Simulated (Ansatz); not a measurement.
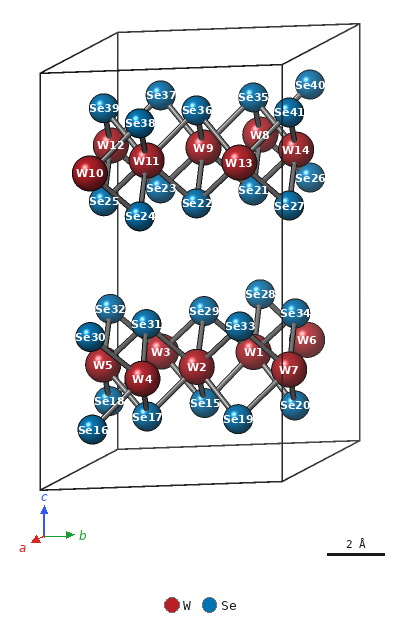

Figure 1. The starting structure (ball-and-stick view of the cell of the calculation, seen slightly off an axis; atoms are numbered from 1 in the order of the input). An atom can appear more than once, as a periodic image. Near neighbours in the periodic cell (some may lie outside the picture): W has 5 Se at 2.52 to 2.56 Å; W has 6 Se at 2.54 to 2.59 Å; Se has 3 W at 2.52 to 2.59 Å.

# Run report: W14Se27 (charge +1), geometry relaxation (part 1 of 4)

- system: W14Se27 (defect cell, 41 atoms in the cell, total charge +1)
- method: DFT PBE, scalar-relativistic, plane waves, PAW, spin-polarised (Ansatz 0.2.0)

The structure derives from a Materials Project entry. It belongs to a series of runs on one base structure; here: Se vacancy (site f), charge +1, atoms relaxed at the host's cell. Figures and captions count atoms from 1; the log counts them from 0 in places.

**What the program printed**
```
Engine: ansatz 0.2.0, aarch64-unknown-linux-gnu
Pseudopotentials: kind: paw
Pseudopotential: W, paw, valence charge 14, recommended cutoff 420 eV (normal), W.paw.azcp
Pseudopotential: Se, paw, valence charge 16, recommended cutoff 420 eV (normal), Se.paw.azcp
Functional definition: PBE
  parameter kappa = 0.804
  parameter beta = 0.06672455060314922
  exchange = pbe_x(kappa = kappa, mu = beta*pi^2/3)
  correlation = pbe_c(beta = beta)
Crystal: 41 atoms, lattice volume = 1005.823 Å³
Basis set: ecut = 420 eV, 19665 PW (Γ), exchange–correlation on 120×120×216 points (8 copies of the dense FFT grid, shifted against one another)
Bands: 377, of which v1, the nominal top of the filled ones, is band 314 counted from 1 (313 counted from 0)
Symmetry: 3 space group operations
Space group: P3 (ITA 143), of the structure as read, at distance tolerance 1.0e-4 Å
Magnetic group: BNS 143.1 (UNI 1231), of the structure as read, at distance tolerance 1.0e-4 Å
k-points: 4 of 8
Non-local potential: W, projectors of the file, l = 0: 3, l = 1: 2, l = 2: 2, l = 3: 1
Non-local potential: Se, projectors of the file, l = 0: 2, l = 1: 2, l = 2: 3, l = 3: 1
PAW form: soft (Blöchl's): semilocal exchange-correlation on the pseudo side does not see the compensation charge
PAW one-centre angular grid: W, 590 points (default); XC on 64 Gauss nodes
PAW one-centre angular grid: Se, 590 points (default); XC on 64 Gauss nodes
Starting moments: Σ|m| = 0.999 μB on 3 of 41 sites
Initial wavefunctions: pseudopotential atomic-orbital guess
Functional: x = pbe(κ = 0.804, μ = 0.2195149727645171), c = pbe(β = 0.06672455060314922)
iter 1 solved again at ethr=2.59e-3 eV; its pass at ethr=3.10e-3 eV (dr2=1.62e1 eV) is discarded
SCF iter   1: F=—  HF=-293087.147200 eV  |F-HF|=—  |Δ(HF+E_count)|=         —  Δρ=1.59e-2 (↑1.59e-2 ↓1.55e-2)  dr2=1.63e1  dr2_m=1.84e-2  M=0.425 μB ∫|m|=0.768 μB  β_m=0.30  ethr=2.59e-3  ⟨swp⟩=1.8  Hψ=15161  notcnv=0
Mixer restart at iter 1: flushing history
preconditioner: auto → none  [metal: Δε(μ)=0.009 eV  Ē_g=8.563 eV  σ=0.010 eV  W_gap=0.40  n_scr=288 (ndim 8)  ℏωp=18.3 eV  f_vac=0.186  D(μ)=51.50/eV (n_scr^D=512)  sad-step TF]
SCF iter   2: F=—  HF=-293085.817284 eV  |F-HF|=—  |Δ(HF+E_count)|=    1.33e0  Δρ=1.21e-2 (↑1.21e-2 ↓1.18e-2)  dr2=1.21e1  dr2_m=1.20e-2  M=0.259 μB ∫|m|=0.631 μB  β_m=0.65  ethr=2.59e-3  ⟨swp⟩=2.0  Hψ=3463  notcnv=0
preconditioner: auto → Resta (q_TF=auto, 2.522 Å⁻¹)  ε∞=5.7  [insulator: Δε(μ)=0.015 eV  Ē_g=8.498 eV  σ=0.010 eV  W_gap=0.61  n_scr=288 (ndim 8)  ℏωp=18.3 eV  f_vac=0.187  D(μ)=40.24/eV (n_scr^D=336)  ε∞_Penn≈5.7]
spin=Collinear: Resta preconditioning applied to the charge; magnetization (m = ρ↑ − ρ↓) channel mixes plain (no charge-response kernel on spin).
SCF iter   3: F=—  HF=-293083.300229 eV  |F-HF|=—  |Δ(HF+E_count)|=    2.52e0  Δρ=5.25e-3 (↑4.95e-3 ↓5.25e-3)  dr2=2.51e0  dr2_m=2.06e-3  M=0.265 μB ∫|m|=0.436 μB  β_m=0.60  ethr=1.93e-3  ⟨swp⟩=3.2  Hψ=4364  notcnv=0
SCF iter   4: F=—  HF=-293082.891913 eV  |F-HF|=—  |Δ(HF+E_count)|=   4.08e-1  Δρ=2.04e-3 (↑1.87e-3 ↓2.04e-3)  dr2=5.88e-1  dr2_m=1.14e-3  M=-0.073 μB ∫|m|=0.271 μB  β_m=0.68  ethr=4.00e-4  ⟨swp⟩=2.9  Hψ=4068  notcnv=0  defer=456
SCF iter   5: F=—  HF=-293082.916597 eV  |F-HF|=—  |Δ(HF+E_count)|=   2.47e-2  Δρ=2.16e-3 (↑1.79e-3 ↓2.16e-3)  dr2=1.15e0  dr2_m=3.13e-3  M=0.415 μB ∫|m|=0.438 μB  β_m=0.60  ethr=9.38e-5  ⟨swp⟩=3.0  Hψ=3854  notcnv=0  defer=456
SCF iter   6: F=—  HF=-293082.885849 eV  |F-HF|=—  |Δ(HF+E_count)|=   3.07e-2  Δρ=9.04e-4 (↑7.89e-4 ↓9.04e-4)  dr2=1.24e-1  dr2_m=6.79e-4  M=-0.098 μB ∫|m|=0.209 μB  β_m=0.70  ethr=9.38e-5  ⟨swp⟩=2.0  Hψ=3300  notcnv=0  defer=456
SCF iter   7: F=—  HF=-293082.904523 eV  |F-HF|=—  |Δ(HF+E_count)|=         —  Δρ=6.21e-4 (↑5.17e-4 ↓6.21e-4)  dr2=6.54e-2  dr2_m=3.90e-4  M=-0.157 μB ∫|m|=0.189 μB  β_m=0.70  ethr=1.98e-5  ⟨swp⟩=2.2  Hψ=3968  notcnv=0  defer=454
SCF iter   8: F=—  HF=-293082.909109 eV  |F-HF|=—  |Δ(HF+E_count)|=   4.59e-3  Δρ=3.61e-4 (↑3.25e-4 ↓3.61e-4)  dr2=2.51e-2  dr2_m=1.87e-4  M=-0.178 μB ∫|m|=0.192 μB  β_m=0.65  ethr=1.04e-5  ⟨swp⟩=2.2  Hψ=3394  notcnv=0  defer=454
SCF iter   9: F=—  HF=-293082.909633 eV  |F-HF|=—  |Δ(HF+E_count)|=   5.24e-4  Δρ=2.23e-4 (↑1.75e-4 ↓2.23e-4)  dr2=3.61e-3  dr2_m=1.00e-4  M=-0.137 μB ∫|m|=0.147 μB  β_m=0.74  ethr=4.01e-6  ⟨swp⟩=2.0  Hψ=3128  notcnv=0  defer=454
SCF iter  10: F=—  HF=-293082.912133 eV  |F-HF|=—  |Δ(HF+E_count)|=   2.50e-3  Δρ=1.25e-4 (↑1.25e-4 ↓5.22e-5)  dr2=1.79e-3  dr2_m=4.31e-5  M=-0.151 μB ∫|m|=0.155 μB  β_m=0.84  ethr=5.76e-7  ⟨swp⟩=2.0  Hψ=3834  notcnv=0  defer=454
SCF iter  11: F=—  HF=-293082.912461 eV  |F-HF|=—  |Δ(HF+E_count)|=   3.28e-4  Δρ=6.23e-5 (↑6.23e-5 ↓5.92e-5)  dr2=4.16e-4  dr2_m=1.27e-5  M=-0.189 μB ∫|m|=0.194 μB  β_m=0.72  ethr=2.86e-7  ⟨swp⟩=2.0  Hψ=3719  notcnv=0  defer=454
SCF iter  12: F=—  HF=-293082.912492 eV  |F-HF|=—  |Δ(HF+E_count)|=   3.06e-5  Δρ=5.29e-5 (↑5.29e-5 ↓3.70e-5)  dr2=2.09e-4  dr2_m=1.43e-5  M=-0.206 μB ∫|m|=0.213 μB  β_m=0.82  ethr=6.64e-8  ⟨swp⟩=2.0  Hψ=3621  notcnv=0  defer=454
SCF iter  13: F=—  HF=-293082.912512 eV  |F-HF|=—  |Δ(HF+E_count)|=   2.05e-5  Δρ=3.48e-5 (↑3.48e-5 ↓2.34e-5)  dr2=5.11e-5  dr2_m=4.75e-6  M=-0.212 μB ∫|m|=0.220 μB  β_m=0.72  ethr=3.34e-8  ⟨swp⟩=2.0  Hψ=3326  notcnv=0  defer=454
SCF iter  14: F=—  HF=-293082.912523 eV  |F-HF|=—  |Δ(HF+E_count)|=   1.09e-5  Δρ=2.45e-5 (↑2.45e-5 ↓1.97e-5)  dr2=4.03e-5  dr2_m=3.32e-6  M=-0.221 μB ∫|m|=0.231 μB  β_m=0.62  ethr=8.15e-9  ⟨swp⟩=2.0  Hψ=4086  notcnv=0  defer=454
SCF iter  15: F=—  HF=-293082.912525 eV  |F-HF|=—  |Δ(HF+E_count)|=   1.94e-6  Δρ=1.44e-5 (↑1.44e-5 ↓8.29e-6)  dr2=2.28e-5  dr2_m=6.93e-7  M=-0.226 μB ∫|m|=0.236 μB  β_m=0.59  ethr=6.43e-9  ⟨swp⟩=2.0  Hψ=3489  notcnv=0  defer=454
SCF iter  16: F=-293082.912526 eV  HF=-293082.912525 eV  |F-HF|=3.02e-7  |Δ(HF+E_count)|=   3.02e-7  Δρ=4.48e-6 (↑4.48e-6 ↓3.56e-6)  dr2=1.01e-6  dr2_m=5.25e-8  M=-0.229 μB ∫|m|=0.241 μB  ethr=2.49e-9  ⟨swp⟩=15.8  Hψ=25014  notcnv=0
SCF 1 converged in 16 iterations: F = -293082.912526 eV  dr2 = 1.01e-6
  greatest PAW one-centre occupation: 1.000 electrons in one spin orbital (limit 2), on the Se atom at site 27 (counted from 0), in its partial waves of l = 2
relax step   1: F+E_penalty+E_count = -293082.91252561 eV  Δ(F+E_penalty+E_count) = +0.000e0 eV  max|allowed force component| = 1.028e-1 eV/Å  Δτ_max = 0.0000 Å  (16 SCF iters, dr2 threshold 1.56e-5 eV, accepted)
Initial density: handed on by an earlier stage of this run
Starting moments: Σ|m| = 0.999 μB on 3 of 41 sites; this step starts from the density that it was given
Initial wavefunctions: those handed on with the density
iter 1 solved again at ethr=9.61e-6 eV; its pass at ethr=3.10e-3 eV (dr2=6.03e-2 eV) is discarded
SCF iter   1: F=—  HF=-293082.906413 eV  |F-HF|=—  |Δ(HF+E_count)|=         —  Δρ=7.39e-4 (↑7.39e-4 ↓5.83e-4)  dr2=5.80e-2  dr2_m=4.20e-4  M=-0.220 μB ∫|m|=0.238 μB  β_m=0.65  ethr=9.61e-6  ⟨swp⟩=2.0  Hψ=7591  notcnv=0  defer=456
preconditioner: auto → none  [metal: Δε(μ)=0.011 eV  Ē_g=8.393 eV  σ=0.010 eV  W_gap=0.47  n_scr=148 (ndim 8)  ℏωp=18.3 eV  f_vac=0.212  D(μ)=33.74/eV (n_scr^D=244)]
SCF iter   2: F=—  HF=-293083.138139 eV  |F-HF|=—  |Δ(HF+E_count)|=   2.32e-1  Δρ=2.76e-3 (↑2.76e-3 ↓2.10e-3)  dr2=2.23e0  dr2_m=2.27e-3  M=-0.394 μB ∫|m|=0.430 μB  β_m=0.17  ethr=9.25e-6  ⟨swp⟩=3.4  Hψ=4498  notcnv=0  defer=456  recentre
preconditioner: auto → Resta (q_TF=auto, 2.522 Å⁻¹)  ε∞=5.8  [insulator: Δε(μ)=0.011 eV  Ē_g=8.403 eV  σ=0.010 eV  W_gap=0.50  n_scr=288 (ndim 8)  ℏωp=18.3 eV  f_vac=0.212  D(μ)=55.97/eV (n_scr^D=548)  ε∞_Penn≈5.8]
spin=Collinear: Resta preconditioning applied to the charge; magnetization (m = ρ↑ − ρ↓) channel mixes plain (no charge-response kernel on spin).
SCF iter   3: F=—  HF=-293082.906288 eV  |F-HF|=—  |Δ(HF+E_count)|=   2.32e-1  Δρ=5.75e-4 (↑5.75e-4 ↓4.34e-4)  dr2=3.54e-2  dr2_m=2.89e-4  M=-0.240 μB ∫|m|=0.261 μB  β_m=0.60  ethr=9.25e-6  ⟨swp⟩=3.2  Hψ=4538  notcnv=0  defer=464
SCF iter   4: F=—  HF=-293082.905543 eV  |F-HF|=—  |Δ(HF+E_count)|=   7.46e-4  Δρ=4.27e-4 (↑4.27e-4 ↓2.88e-4)  dr2=2.23e-2  dr2_m=2.65e-4  M=-0.212 μB ∫|m|=0.229 μB  β_m=0.54  ethr=5.64e-6  ⟨swp⟩=2.0  Hψ=3106  notcnv=0  defer=464
SCF iter   5: F=—  HF=-293082.905454 eV  |F-HF|=—  |Δ(HF+E_count)|=   8.89e-5  Δρ=4.12e-4 (↑4.12e-4 ↓1.80e-4)  dr2=2.19e-2  dr2_m=4.06e-4  M=-0.192 μB ∫|m|=0.211 μB  β_m=0.50  ethr=3.56e-6  ⟨swp⟩=2.0  Hψ=3056  notcnv=0  defer=464
SCF iter   6: F=—  HF=-293082.905889 eV  |F-HF|=—  |Δ(HF+E_count)|=   4.35e-4  Δρ=4.89e-4 (↑4.89e-4 ↓1.07e-4)  dr2=4.11e-2  dr2_m=5.25e-4  M=-0.170 μB ∫|m|=0.192 μB  β_m=0.60  ethr=3.50e-6  ⟨swp⟩=1.2  Hψ=3019  notcnv=0  defer=464
SCF iter   7: F=—  HF=-293082.904677 eV  |F-HF|=—  |Δ(HF+E_count)|=   1.21e-3  Δρ=2.36e-4 (↑2.36e-4 ↓5.47e-5)  dr2=6.57e-3  dr2_m=1.64e-4  M=-0.186 μB ∫|m|=0.199 μB  β_m=0.55  ethr=3.50e-6  ⟨swp⟩=1.4  Hψ=3020  notcnv=0  defer=464
SCF iter   8: F=—  HF=-293082.904513 eV  |F-HF|=—  |Δ(HF+E_count)|=   1.64e-4  Δρ=9.66e-5 (↑9.66e-5 ↓4.91e-5)  dr2=4.26e-4  dr2_m=4.53e-5  M=-0.205 μB ∫|m|=0.216 μB  β_m=0.77  ethr=1.05e-6  ⟨swp⟩=1.0  Hψ=3016  notcnv=0  defer=464
SCF iter   9: F=—  HF=-293082.904740 eV  |F-HF|=—  |Δ(HF+E_count)|=   2.27e-4  Δρ=2.02e-4 (↑2.02e-4 ↓3.05e-5)  dr2=6.51e-3  dr2_m=9.70e-5  M=-0.209 μB ∫|m|=0.223 μB  β_m=0.77  ethr=6.80e-8  ⟨swp⟩=1.6  Hψ=3049  notcnv=0  defer=464
SCF iter  10: F=—  HF=-293082.904568 eV  |F-HF|=—  |Δ(HF+E_count)|=   1.71e-4  Δρ=3.34e-5 (↑3.07e-5 ↓3.34e-5)  dr2=1.44e-4  dr2_m=2.34e-6  M=-0.233 μB ∫|m|=0.249 μB  β_m=0.61  ethr=6.80e-8  ⟨swp⟩=2.0  Hψ=4005  notcnv=0  defer=464
SCF iter  11: F=—  HF=-293082.904560 eV  |F-HF|=—  |Δ(HF+E_count)|=   8.01e-6  Δρ=2.20e-5 (↑2.20e-5 ↓1.88e-5)  dr2=1.22e-5  dr2_m=3.02e-6  M=-0.233 μB ∫|m|=0.249 μB  β_m=0.56  ethr=2.30e-8  ⟨swp⟩=2.0  Hψ=3501  notcnv=0  defer=464
SCF iter  12: F=—  HF=-293082.904563 eV  |F-HF|=—  |Δ(HF+E_count)|=   2.28e-6  Δρ=6.65e-6 (↑6.65e-6 ↓5.64e-6)  dr2=2.45e-6  dr2_m=2.91e-7  M=-0.231 μB ∫|m|=0.246 μB  β_m=0.72  ethr=1.95e-9  ⟨swp⟩=2.0  Hψ=4852  notcnv=0  defer=464
SCF iter  13: F=—  HF=-293082.904563 eV  |F-HF|=—  |Δ(HF+E_count)|=   6.48e-7  Δρ=3.20e-6 (↑2.02e-6 ↓3.20e-6)  dr2=6.89e-7  dr2_m=3.86e-8  M=-0.232 μB ∫|m|=0.248 μB  β_m=0.74  ethr=3.90e-10  ⟨swp⟩=2.0  Hψ=3765  notcnv=0  defer=464
SCF iter  14: F=—  HF=-293082.904563 eV  |F-HF|=—  |Δ(HF+E_count)|=   1.54e-7  Δρ=2.66e-6 (↑2.66e-6 ↓2.18e-6)  dr2=7.73e-7  dr2_m=1.31e-8  M=-0.233 μB ∫|m|=0.249 μB  β_m=0.63  ethr=1.10e-10  ⟨swp⟩=2.0  Hψ=4796  notcnv=0  defer=464
SCF iter  15: F=-293082.904563 eV  HF=-293082.904563 eV  |F-HF|=7.35e-8  |Δ(HF+E_count)|=   5.06e-8  Δρ=1.11e-6 (↑1.11e-6 ↓9.14e-7)  dr2=8.74e-8  dr2_m=3.48e-9  M=-0.233 μB ∫|m|=0.249 μB  ethr=1.05e-10  ⟨swp⟩=13.6  Hψ=21863  notcnv=0
SCF 2 converged in 15 iterations: F = -293082.904563 eV  dr2 = 8.74e-8
relax step   2: F+E_penalty+E_count = -293082.90456333 eV  Δ(F+E_penalty+E_count) = +7.962e-3 eV  max|allowed force component| = 1.588e-1 eV/Å  Δτ_max = 0.0229 Å  (15 SCF iters, dr2 threshold 6.61e-7 eV, rejected (line search))
```
